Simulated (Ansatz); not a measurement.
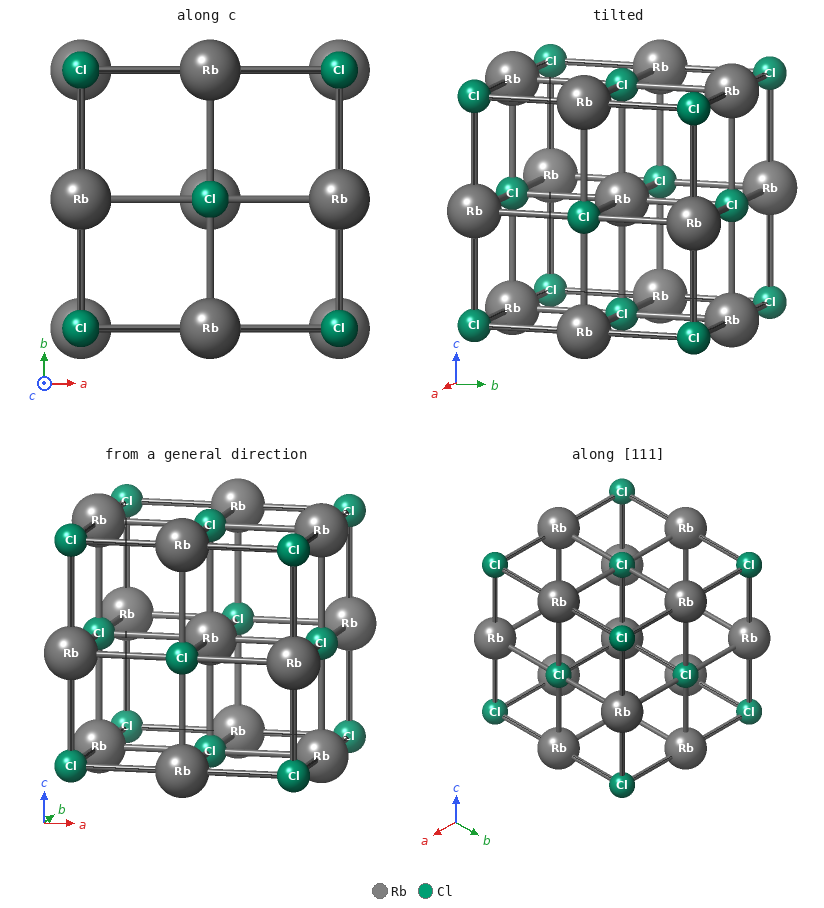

The structure above is drawn in ball-and-stick style and viewed along the c axis, slightly off an axis, from a general direction and along [111]. Thin lines show the conventional unit cell, with boundary atoms drawn in all their periodic places.

Bonding distances used: Cl–Rb up to 4.19 Å (cut-off distances).

What is the formula unit?

RbCl. The cell holds 4 Rb, 4 Cl, counting shared atoms by their share.

Give the crystal system and centring.

Face-centred cubic.

Identify the space group.

Fm-3m (No. 225), with Rb on 4b and Cl on 4a.

Starting structure: a structure type known for this compound. Earlier steps of the study may have refined or changed the cell and positions. It was run through Ansatz as a DFT input.
